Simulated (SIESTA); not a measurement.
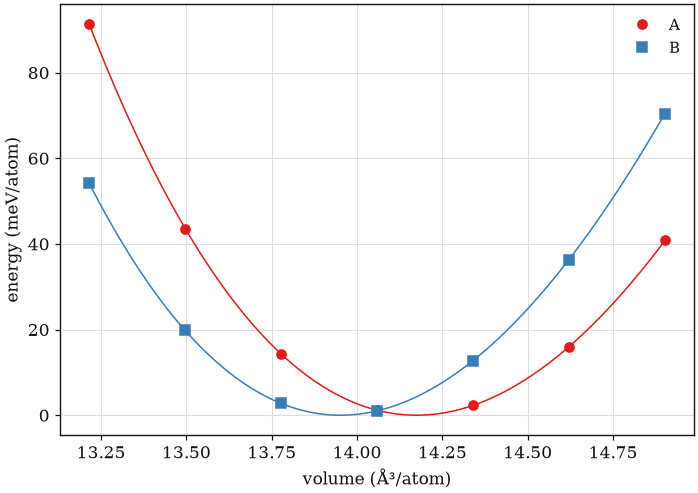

The figure compares two calculations of the energy against volume, each curve from its own zero. The first is for Ir, space group Fm-3m (No. 225).

The cell holds 1 atom.

Calculation (SIESTA 5.4.2): DFT in numerical atomic orbitals with pseudopotentials, no spin polarisation; energies at scaled volumes of the given cell, shape and fractions fixed, counted from the fit's minimum, third-order Birch-Murnaghan fit. Level: LDA.

- k mesh: 12×12×12
- occupations: Fermi–Dirac
- smearing width: 0.05 eV
- potentials: PseudoDojo 0.4 standard, converted to PSML, two zetas on semicore shells
- program settings: basis DZP, mesh cutoff 800 Ry

In the second, the level changes from LDA to PBEsol.

Which of A and B is the second calculation, and what did the change do?

Answer. A. The equilibrium volume rises from 13.95 to 14.17 Å³/atom (+1.6 %) and the bulk modulus falls from 400 to 389 GPa (−2.7 %).

For LDA, limits of the calculation: mulliken charges of long orbitals; short basis over semicore shells; valence orbitals made in semicore potential.

For PBEsol, limits of the calculation: mulliken charges of long orbitals; potentials made for another functional; short basis over semicore shells; valence orbitals made in semicore potential.

V0 and the bulk modulus come from third-order Birch–Murnaghan fits.
